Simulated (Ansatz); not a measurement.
**Geometry relaxation of Zn₇Cu (part 2 of 2)**

Zn₇Cu (P1, 16 atoms in the cell); DFT PBE, scalar-relativistic, plane waves, PAW, no spin polarisation (Ansatz 0.2.0); cutoff 420 eV, 2×2×2 k-mesh, Gaussian smearing of 0.1 eV. The structure was built on a prototype by a generator; it need not be a known phase. It belongs to a series of runs on one base structure; here: elements placed on the bcc lattice with unlike neighbours.

Geometry of the input (Å; fractional positions):
```
6.1867  0.0000  0.0000
0.0000  6.1867  0.0000
0.0000  0.0000  6.1867
Cu 0.9993  0.5076  0.0002
Cu 0.0025  0.9996  0.5003
Zn 0.9972  0.9979  0.0045
Zn 0.5030  0.0003  0.0058
Zn 0.2459  0.2461  0.2526
Zn 0.5006  0.5032  0.9971
Zn 0.5042  0.9977  0.4975
Zn 0.7546  0.2490  0.2483
Zn 0.0001  0.5029  0.5056
Zn 0.2465  0.7485  0.2441
Zn 0.2488  0.2488  0.7470
Zn 0.4939  0.4956  0.4991
Zn 0.7468  0.7467  0.2507
Zn 0.7480  0.2548  0.7539
Zn 0.2503  0.7511  0.7511
Zn 0.7522  0.7523  0.7517
```

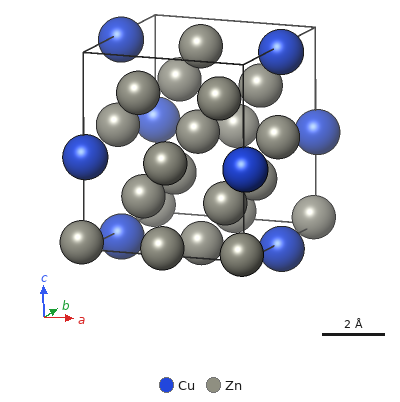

The geometry at step 7 of the log (spheres-only view of the cell of the calculation, seen slightly off an axis).

```
basis re-selected at this cell: Δ(F+E_penalty+E_count) = +3.565e-3 eV, ΔP = -0.008 GPa vs the last step (what re-selecting the basis moved, of the pressure what is left beyond the Pulay correction that the steps carried, after the strain that the cell walked since its last selection, with what the two solves' SCF thresholds leave and, on support functions, any second-order correction that the steps lacked; it is no measure of the basis error at this ecutwfc). The dense FFT grid was sized anew with the basis: this SCF ran on 40×45×45 points, the steps before it on 45×45×45, so part of this shift can come from that change (see relax.cell in the input reference). This SCF's stress stands 5.50e-2 GPa from its target on what of the cell is left free (relax.cell.stress_tol is 3.00e-1 GPa) and its largest allowed force component is 4.53e-3 eV/Å (relax.f_tol is 4.00e-2 eV/Å): within both
SCF converged after 7 iterations
Free energy (F): -59717.801049 eV
Harris-Foulkes:  -59717.801049 eV  (|F-HF|=2.12e-9)
Internal energy: -59717.801049 eV  (E = F + TS)
E sigma→0 (E₀):  -59717.801049 eV
Fermi energy:    12.212620 eV
--- Per-component energies (eV) ---
  E_band       = -49.325318
  E_kinetic    = 2435.318407
  E_local      = -30574.126359  (includes V_loc(G=0)·N_el)
  E_nonlocal   = 9328.539019
  E_hartree    = 13061.108541
  E_xc         = -2109.112848
  E_vxc        = -970.651847  (∫ρ·V_xc dr)
  E_paw        = -28874.215551  (= ΣΔE_a)
  E_vpaw       = -6390.612293  (= ΣTr[D̂ρ^β])
  E_aug_tail   = -0.004598  (compensation charges beyond the density's cutoff)
  E_ewald      = -22985.307661
  E_smearing   = -0.000000  (= −TS)
  E_closure    = -0.000000  (closes the sum)
  Σ components = -59717.801049   (vs F -59717.801049, Δ=0.00e0)
--- Forces (eV/Å), atoms counted from 1 ---
  atom   1  Cu     0.00003824    -0.00173035     0.00191148
  atom   2  Cu     0.00011084    -0.00202796     0.00183154
  atom   3  Zn    -0.00002739     0.00337672    -0.00349647
  atom   4  Zn    -0.00001141     0.00065283    -0.00069290
  atom   5  Zn     0.00452919    -0.00097255     0.00098597
  atom   6  Zn    -0.00002127    -0.00003667     0.00019625
  atom   7  Zn    -0.00010239    -0.00005033     0.00025101
  atom   8  Zn    -0.00444764    -0.00107045     0.00065276
  atom   9  Zn     0.00010899     0.00320279    -0.00364269
  atom  10  Zn    -0.00119480     0.00004798     0.00022209
  atom  11  Zn    -0.00127983     0.00003510     0.00025889
  atom  12  Zn    -0.00018889     0.00074634    -0.00054068
  atom  13  Zn     0.00125724    -0.00017364     0.00004857
  atom  14  Zn     0.00119112    -0.00017812     0.00019635
  atom  15  Zn     0.00452798    -0.00081336     0.00101739
  atom  16  Zn    -0.00448999    -0.00100954     0.00080164
  max |Σ_I F_I| component: 1.21e-6 eV/Å
--- Stress (GPa, compression-positive) ---
       -0.054968       0.000196      -0.000449
        0.000196       0.010539      -0.015386
       -0.000449      -0.015386       0.010504
  P = ⅓ Tr σ = -0.0113 GPa (-0.113 kbar)
--- Band table (eV) ---
  k-point 0: bands = ["-100.8404", "-100.8404", "-58.2265", "-58.2265", "-58.2079", "-58.2078", "-58.2066", "-58.2066", "2.3248", "3.6174", "3.7259", "3.7383", "3.7663", "3.8020", "3.8091", "3.8820", "3.9116", "3.9387", "3.9534", "4.0576", "4.0872", "4.1173", "4.1392", "4.1732", "4.1740", "4.1895", "4.1928", "4.2360", "4.2398", "4.2470", "4.2533", "4.2777", "4.2857", "4.3069", "4.3394", "4.3463", "4.3554", "4.3648", "4.3725", "4.4146", "4.4346", "4.4521", "4.4587", "4.5258", "4.5653", "4.5665", "4.5911", "4.6012", "4.6247", "4.6332", "4.6489", "4.6664", "4.6835", "4.6927", "4.7155", "4.7999", "4.8049", "4.8093", "4.8135", "4.8883", "4.8972", "4.9155", "4.9330", "4.9336", "4.9463", "4.9473", "4.9658", "4.9952", "5.0067", "5.0106", "5.0173", "5.0309", "5.0399", "5.0669", "5.0718", "5.1099", "5.1172", "5.1334", "5.1410", "5.2317", "5.3591", "5.7565", "6.7158", "7.0828", "7.3785", "8.1308", "8.3274", "8.3365", "8.7306", "8.8579", "8.9334", "8.9435", "8.9553", "9.0500", "9.0718", "9.4750", "9.5665", "9.8936", "10.3198", "10.8641", "10.9468", "11.0511", "11.2592", "13.0286", "13.0866", "13.3597", "13.3870", "14.4377", "14.5494", "14.6393", "14.9501", "16.1337", "16.2167", "16.4821", "16.5526", "16.9207", "16.9506", "17.0682", "18.1505", "18.3171", "18.4774", "18.9431", "19.2235", "19.7867"]
  k-point 1: bands = ["-100.8404", "-100.8404", "-58.2265", "-58.2265", "-58.2079", "-58.2078", "-58.2066", "-58.2066", "2.3257", "3.5776", "3.7436", "3.8099", "3.8133", "3.8482", "3.8943", "3.9022", "3.9348", "3.9401", "3.9663", "3.9803", "3.9885", "3.9934", "3.9985", "4.0572", "4.1142", "4.1164", "4.1391", "4.1803", "4.1815", "4.2257", "4.2397", "4.3010", "4.3262", "4.3330", "4.3344", "4.4371", "4.4455", "4.4469", "4.5102", "4.5271", "4.5306", "4.5393", "4.5560", "4.5815", "4.5902", "4.5982", "4.5995", "4.5996", "4.6179", "4.6347", "4.6373", "4.6627", "4.6727", "4.7036", "4.7051", "4.7431", "4.7602", "4.7786", "4.7928", "4.8055", "4.8232", "4.8343", "4.8989", "4.9005", "4.9050", "4.9291", "4.9538", "4.9932", "4.9947", "5.0141", "5.0168", "5.0501", "5.0861", "5.1006", "5.1095", "5.1199", "5.1264", "5.1313", "5.1320", "5.2995", "5.4307", "5.7044", "6.6681", "7.0755", "7.4143", "8.1008", "8.2678", "8.3111", "8.8049", "8.8061", "8.9216", "8.9291", "8.9802", "9.0500", "9.0597", "9.3847", "9.4223", "9.8871", "10.4024", "10.9017", "11.0640", "11.3226", "11.3976", "13.0393", "13.0985", "13.3855", "13.4259", "13.6994", "14.5481", "14.7864", "15.0229", "16.1272", "16.3852", "16.4143", "16.5222", "16.7917", "16.8433", "16.9026", "18.3206", "18.4041", "18.5154", "18.9413", "19.1826", "19.9848"]
  k-point 2: bands = ["-100.8404", "-100.8404", "-58.2265", "-58.2265", "-58.2079", "-58.2078", "-58.2066", "-58.2066", "2.3257", "3.5776", "3.7436", "3.8099", "3.8133", "3.8482", "3.8943", "3.9022", "3.9348", "3.9401", "3.9663", "3.9803", "3.9885", "3.9934", "3.9985", "4.0571", "4.1142", "4.1164", "4.1391", "4.1803", "4.1815", "4.2257", "4.2397", "4.3010", "4.3262", "4.3330", "4.3344", "4.4371", "4.4455", "4.4469", "4.5101", "4.5271", "4.5306", "4.5393", "4.5560", "4.5815", "4.5902", "4.5982", "4.5995", "4.5995", "4.6179", "4.6347", "4.6373", "4.6627", "4.6727", "4.7036", "4.7051", "4.7431", "4.7602", "4.7786", "4.7928", "4.8055", "4.8232", "4.8343", "4.8989", "4.9005", "4.9050", "4.9291", "4.9538", "4.9932", "4.9947", "5.0141", "5.0168", "5.0501", "5.0861", "5.1006", "5.1095", "5.1199", "5.1264", "5.1313", "5.1320", "5.2995", "5.4307", "5.7044", "6.6681", "7.0754", "7.4143", "8.1008", "8.2678", "8.3111", "8.8049", "8.8061", "8.9216", "8.9291", "8.9802", "9.0501", "9.0597", "9.3847", "9.4223", "9.8871", "10.4024", "10.9018", "11.0639", "11.3227", "11.3976", "13.0393", "13.0986", "13.3856", "13.4260", "13.6994", "14.5482", "14.7865", "15.0229", "16.1272", "16.3851", "16.4143", "16.5222", "16.7915", "16.8432", "16.9027", "18.3206", "18.4041", "18.5153", "18.9412", "19.1827", "19.9848"]
  k-point 3: bands = ["-100.8404", "-100.8404", "-58.2265", "-58.2265", "-58.2079", "-58.2078", "-58.2066", "-58.2066", "2.3248", "3.6174", "3.7259", "3.7383", "3.7663", "3.8020", "3.8091", "3.8821", "3.9116", "3.9387", "3.9534", "4.0576", "4.0872", "4.1173", "4.1392", "4.1732", "4.1740", "4.1895", "4.1928", "4.2360", "4.2398", "4.2470", "4.2533", "4.2778", "4.2858", "4.3069", "4.3394", "4.3463", "4.3553", "4.3648", "4.3724", "4.4146", "4.4346", "4.4520", "4.4586", "4.5258", "4.5653", "4.5665", "4.5911", "4.6012", "4.6247", "4.6332", "4.6489", "4.6665", "4.6835", "4.6928", "4.7155", "4.7999", "4.8049", "4.8093", "4.8135", "4.8883", "4.8972", "4.9156", "4.9330", "4.9336", "4.9463", "4.9472", "4.9658", "4.9952", "5.0067", "5.0107", "5.0173", "5.0309", "5.0399", "5.0668", "5.0717", "5.1099", "5.1172", "5.1334", "5.1410", "5.2317", "5.3591", "5.7564", "6.7158", "7.0828", "7.3785", "8.1308", "8.3275", "8.3364", "8.7306", "8.8578", "8.9334", "8.9435", "8.9553", "9.0500", "9.0718", "9.4751", "9.5665", "9.8936", "10.3199", "10.8642", "10.9468", "11.0511", "11.2592", "13.0286", "13.0865", "13.3597", "13.3870", "14.4377", "14.5494", "14.6393", "14.9501", "16.1337", "16.2167", "16.4821", "16.5526", "16.9207", "16.9506", "17.0682", "18.1505", "18.3171", "18.4774", "18.9432", "19.2236", "19.7867"]
--- Relaxed structure (10 steps of the walk, 10 accepted, 1 SCFs on fresh bases) ---
  F+E_penalty+E_count = -59717.80104940 eV   max|allowed force component| = 4.529e-3 eV/Å   (the final SCF, on the basis selected at the relaxed cell)
  cell:  # Å, volume = 228.8345 Å³
    - [5.504522628567928, -8.594534408158005e-6, 1.347232243341292e-5]
    - [-8.594534408158005e-6, 6.447692890045948, -0.023971048411176653]
    - [1.347232243341292e-5, -0.023971048411176653, 6.447681184295491]
  atoms:
    - { symbol: Cu, position: [0.9996168830951206, 0.5400458625925028, -0.03931535694877397] }
    - { symbol: Cu, position: [-0.00038449361241905337, 1.0400630958864532, 0.4606913858847833] }
    - { symbol: Zn, position: [0.9996232188540756, 0.9559171510010305, 0.04484326488611542] }
    - { symbol: Zn, position: [0.499620294707177, -0.03726587957218604, 0.038005169826886835] }
    - { symbol: Zn, position: [0.24372862714481947, 0.2898933082298352, 0.21084056617788877] }
    - { symbol: Zn, position: [0.49962035424639656, 0.5397282920605243, 0.960984686904531] }
    - { symbol: Zn, position: [0.49962121189764297, 1.0397284755789789, 0.46098193123055614] }
    - { symbol: Zn, position: [0.7555049493715469, 0.28991151768666257, 0.21086509779409246] }
    - { symbol: Zn, position: [-0.00038088500554349364, 0.4559283127878583, 0.5448535336367547] }
    - { symbol: Zn, position: [0.24646110001250673, 0.7114367781115778, 0.28926658767415586] }
    - { symbol: Zn, position: [0.24647039724427403, 0.21143527941301027, 0.7892627861215513] }
    - { symbol: Zn, position: [0.4996277846607904, 0.4627288374356016, 0.537996355319633] }
    - { symbol: Zn, position: [0.7527758511738947, 0.7114635752243003, 0.2892888272990017] }
    - { symbol: Zn, position: [0.7527784443369944, 0.21145820518161268, 0.7892864613232689] }
    - { symbol: Zn, position: [0.24373388220576442, 0.7898851430755737, 0.7108369761086101] }
    - { symbol: Zn, position: [0.7555035550669583, 0.7899093521066652, 0.7108620965609437] }
```

### Trajectory as extended XYZ (Å, eV, eV/Å), 6 of the 11 frames kept, from step=1 to step=11
```
16
Lattice="6.1867 0.0000 0.0000 0.0000 6.1867 0.0000 0.0000 0.0000 6.1867" Properties=species:S:1:pos:R:3:forces:R:3 step=1 energy=-59716.11681 pressure_GPa=-2.47
Cu    6.1826    3.1403    0.0015    0.0125  -0.1017  -0.0330
Cu    0.0157    6.1840    3.0949   -0.0754  -0.0394   0.0241
Zn    6.1691    6.1738    0.0279    0.0379   0.0483  -0.1168
Zn    3.1117    0.0020    0.0361   -0.0651   0.0493  -0.1104
Zn    1.5215    1.5225    1.5625   -0.1640   0.0926  -0.0988
Zn    3.0972    3.1134    6.1688   -0.0872  -0.1140   0.0673
Zn    3.1193    6.1728    3.0781   -0.0505   0.0239   0.0380
Zn    4.6688    1.5407    1.5361    0.1482   0.1308   0.0939
Zn    0.0004    3.1112    3.1278   -0.0130  -0.0346  -0.0850
Zn    1.5252    4.6309    1.5103   -0.1240  -0.0059   0.1591
Zn    1.5392    1.5395    4.6213   -0.1890  -0.0719   0.1531
Zn    3.0557    3.0660    3.0877    0.1029   0.0785  -0.0155
Zn    4.6201    4.6199    1.5511    0.2565  -0.0498   0.0816
Zn    4.6278    1.5762    4.6642    0.2539  -0.0998  -0.0712
Zn    1.5486    4.6470    4.6471   -0.1387   0.0884  -0.0205
Zn    4.6535    4.6543    4.6508    0.0949   0.0052  -0.0658
16
Lattice="5.7872 0.0018 0.0063 0.0018 6.1459 0.0180 0.0063 0.0180 6.1453" Properties=species:S:1:pos:R:3:forces:R:3 step=3 energy=-59716.51129 pressure_GPa=5.22
Cu    5.7958    3.0905   -0.0080   -0.0431   0.0861  -0.0582
Cu   -0.0110    6.1439    3.0911    0.0567   0.0161  -0.0920
Zn    5.7795    6.1409    0.0212   -0.1003  -0.1554   0.1788
Zn    2.9003    0.0211    0.0204    0.0631  -0.0493   0.1155
Zn    1.3674    1.5608    1.5249    0.2635  -0.0707   0.1001
Zn    2.8816    3.0657    6.1596    0.0891   0.0921  -0.0717
Zn    2.8991    6.1739    3.0772   -0.0055   0.0511  -0.0728
Zn    4.4154    1.5848    1.5628   -0.2533  -0.0879  -0.1020
Zn    0.0147    3.0861    3.0998    0.0805   0.0390   0.1648
Zn    1.3918    4.6053    1.5733    0.2910   0.0413  -0.0969
Zn    1.3757    1.5160    4.6442    0.3612   0.0654  -0.1576
Zn    2.8941    3.0711    3.0999   -0.1011  -0.0697   0.0514
Zn    4.4056    4.5841    1.5729   -0.3320   0.0506  -0.1047
Zn    4.4253    1.5343    4.6108   -0.4007   0.0562   0.0558
Zn    1.4164    4.6601    4.6211    0.2089  -0.0624   0.0156
Zn    4.3712    4.6288    4.6167   -0.1780  -0.0025   0.0740
16
Lattice="5.4840 0.0001 0.0009 0.0001 6.3128 -0.0054 0.0009 -0.0054 6.4949" Properties=species:S:1:pos:R:3:forces:R:3 step=5 energy=-59717.31558 pressure_GPa=2.50
Cu    5.4860    3.2297   -0.1355   -0.0307   0.0653  -0.1687
Cu   -0.0029    6.3488    3.1252    0.0062   0.0864  -0.1938
Zn    5.4748    6.2323    0.1277   -0.0005  -0.0451   0.1408
Zn    2.7402   -0.0330    0.1463    0.0205  -0.0505   0.0666
Zn    1.2939    1.7110    1.5592    0.3100   0.0690   0.0281
Zn    2.7293    3.1720    6.3960    0.0670   0.1321  -0.2041
Zn    2.7392    6.3793    3.1219    0.0065   0.0625  -0.1651
Zn    4.1840    1.7183    1.5682   -0.3108   0.0656  -0.0218
Zn    0.0060    3.1052    3.3924    0.0113  -0.0376   0.1418
Zn    1.3263    4.6145    1.6755    0.2428  -0.1289   0.0702
Zn    1.3105    1.4417    4.9280    0.2662  -0.1067   0.0488
Zn    2.7434    3.0951    3.3884   -0.0356  -0.0658   0.0319
Zn    4.1618    4.6047    1.6688   -0.2746  -0.1206   0.0842
Zn    4.1733    1.4468    4.9068   -0.2816  -0.1088   0.1324
Zn    1.3320    4.8678    4.8107    0.2404   0.0859  -0.0072
Zn    4.1478    4.8579    4.8048   -0.2373   0.0978   0.0142
16
Lattice="5.5370 -0.0021 -0.0034 -0.0021 6.5118 -0.0268 -0.0034 -0.0268 6.4991" Properties=species:S:1:pos:R:3:forces:R:3 step=7 energy=-59717.65978 pressure_GPa=-1.87
Cu    5.5322    3.4271   -0.2479    0.0131  -0.0042  -0.0864
Cu    0.0055    6.6303    2.9877   -0.0455   0.0682  -0.0760
Zn    5.5287    6.3364    0.2328    0.0270  -0.0404   0.1019
Zn    2.7638   -0.1289    0.2573   -0.0157  -0.0423  -0.0372
Zn    1.3506    1.8562    1.4855   -0.0366   0.0722  -0.1127
Zn    2.7629    3.3672    6.2457   -0.0212   0.0561  -0.0475
Zn    2.7661    6.6462    2.9812    0.0170   0.0418  -0.0302
Zn    4.1812    1.8580    1.4610    0.0360   0.0611  -0.0270
Zn   -0.0053    3.1048    3.5026   -0.0284  -0.1135   0.1143
Zn    1.3675    4.6332    1.7318   -0.0432  -0.0490   0.1075
Zn    1.3600    1.3695    4.9941   -0.0796  -0.0539   0.1169
Zn    2.7629    3.0926    3.4816    0.0264  -0.0152  -0.0121
Zn    4.1533    4.6350    1.7356    0.0623  -0.0488   0.1053
Zn    4.1599    1.3747    5.0128    0.0983  -0.0511   0.0445
Zn    1.3626    5.1009    4.7132   -0.0194   0.0757  -0.0750
Zn    4.1671    5.1125    4.7121    0.0095   0.0434  -0.0866
16
Lattice="5.5062 -0.0002 -0.0003 -0.0002 6.4473 -0.0167 -0.0003 -0.0167 6.4482" Properties=species:S:1:pos:R:3:forces:R:3 step=9 energy=-59717.80219 pressure_GPa=-0.01
Cu    5.5038    3.4852   -0.2658   -0.0003  -0.0132   0.0132
Cu   -0.0024    6.7008    2.9504   -0.0002  -0.0138   0.0128
Zn    5.5038    6.1562    0.2787    0.0006   0.0396  -0.0400
Zn    2.7509   -0.2350    0.2400   -0.0005  -0.0318   0.0311
Zn    1.3474    1.8653    1.3545   -0.0449   0.0015  -0.0006
Zn    2.7504    3.4620    6.1888    0.0012   0.0068  -0.0064
Zn    2.7506    6.6946    2.9564   -0.0003   0.0057  -0.0068
Zn    4.1541    1.8656    1.3549    0.0457   0.0014  -0.0020
Zn   -0.0021    2.9248    3.5118    0.0002   0.0403  -0.0411
Zn    1.3516    4.5812    1.8534    0.0393  -0.0019   0.0036
Zn    1.3508    1.3491    5.0858    0.0417  -0.0020   0.0034
Zn    2.7515    2.9799    3.4558   -0.0028  -0.0309   0.0307
Zn    4.1504    4.5819    1.8542   -0.0399  -0.0026   0.0013
Zn    4.1504    1.3491    5.0861   -0.0408  -0.0006   0.0030
Zn    1.3476    5.0804    4.5703   -0.0470   0.0015  -0.0009
Zn    4.1533    5.0810    4.5708    0.0479   0.0004  -0.0016
16
Lattice="5.5045 -0.0000 0.0000 -0.0000 6.4477 -0.0240 0.0000 -0.0240 6.4477" Properties=species:S:1:pos:R:3:forces:R:3 step=11 energy=-59717.80105 pressure_GPa=-0.01
Cu    5.5024    3.4830   -0.2664    0.0000  -0.0017   0.0019
Cu   -0.0021    6.6950    2.9455    0.0001  -0.0020   0.0018
Zn    5.5024    6.1624    0.2662    0.0000   0.0034  -0.0035
Zn    2.7502   -0.2412    0.2459    0.0000   0.0007  -0.0007
Zn    1.3416    1.8641    1.3525    0.0045  -0.0010   0.0010
Zn    2.7502    3.4570    6.1832    0.0000   0.0000   0.0002
Zn    2.7502    6.6928    2.9473   -0.0001  -0.0001   0.0003
Zn    4.1587    1.8642    1.3527   -0.0044  -0.0011   0.0007
Zn   -0.0021    2.9266    3.5021    0.0001   0.0032  -0.0036
Zn    1.3566    4.5802    1.8480   -0.0012   0.0000   0.0002
Zn    1.3567    1.3443    5.0838   -0.0013   0.0000   0.0003
Zn    2.7502    2.9706    3.4577   -0.0002   0.0007  -0.0005
Zn    4.1437    4.5804    1.8482    0.0013  -0.0002   0.0000
Zn    4.1437    1.3445    5.0840    0.0012  -0.0002   0.0002
Zn    1.3416    5.0759    4.5643    0.0045  -0.0008   0.0010
Zn    4.1587    5.0760    4.5645   -0.0045  -0.0010   0.0008
```

### Results in brief

```tsv
quantity	value
outcome	converged
space group (tolerance 0.01 Å)	P1 (1) → Pmm2 (25)
electrons treated	206
free energy	−59717.8010 eV
Fermi energy	12.213 eV
gap on the k-point mesh	1.63 eV
pressure	−0.01 GPa
final volume	228.83 Å³
largest force (length of the vector) at the end	0.005 eV/Å
final cell	a = 5.505 Å, b = 6.448 Å, c = 6.448 Å, α = 90.43°, β = 90.00°, γ = 90.00°
wall time	79 s (CPU time 5.1 min)
peak memory	0.86 GiB
```
